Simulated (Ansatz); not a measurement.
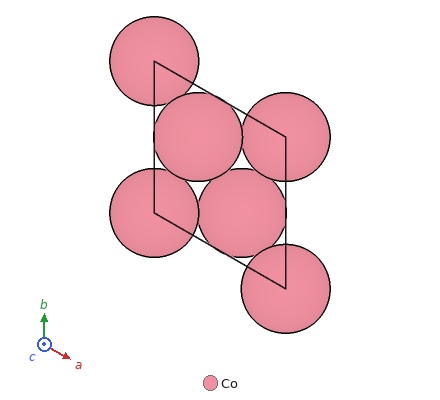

Co (R-3m, No. 166): the end point of a relaxation with DFT PBE, scalar-relativistic, plane waves, PAW (Ansatz); the starting structure was generated, so it need not be a known form of this composition.

```cif
data_structure
_symmetry_space_group_name_H-M 'P 1'
_symmetry_Int_Tables_number 1
_cell_length_a 2.4458
_cell_length_b 2.4458
_cell_length_c 23.8925
_cell_angle_alpha 90.000
_cell_angle_beta 90.000
_cell_angle_gamma 120.000
_cell_volume 123.78
loop_
_atom_site_label
_atom_site_type_symbol
_atom_site_fract_x
_atom_site_fract_y
_atom_site_fract_z
_atom_site_occupancy
Co1 Co 0.00000 0.00000 0.87514 1
Co2 Co 0.33333 0.66667 0.79152 1
Co3 Co 0.00000 0.00000 0.70833 1
Co4 Co 0.33333 0.66667 0.95833 1
Co5 Co 0.66667 0.33333 0.20848 1
Co6 Co 0.00000 0.00000 0.12486 1
Co7 Co 0.66667 0.33333 0.04167 1
Co8 Co 0.00000 0.00000 0.29167 1
Co9 Co 0.33333 0.66667 0.54181 1
Co10 Co 0.66667 0.33333 0.45819 1
Co11 Co 0.33333 0.66667 0.37500 1
Co12 Co 0.66667 0.33333 0.62500 1
```

Question: What will a dark-field STEM-like image along [001] show? Simulated incoherent Z contrast: every atom adds Z^1.7 spread by a probe of 0.71 Å full width; channelling and multiple scattering are left out. The probe carries 25 % of its weight in a tail 2.5 times as wide. A slight drift and the speckle of an amorphous layer were added.

Answer: The columns repeat on a hexagonal net with a repeat of 1.41 Å (plane group p6mm). All columns are alike (Co). The shortest distance between visible columns is 1.41 Å in projection. Along the beam the structure repeats every 23.89 Å.

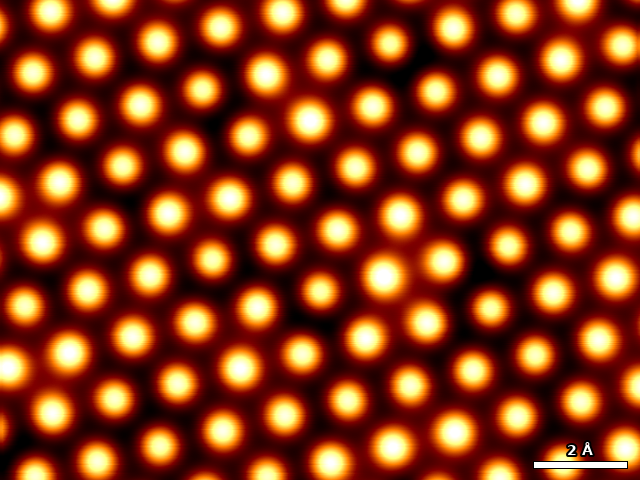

The simulated image.
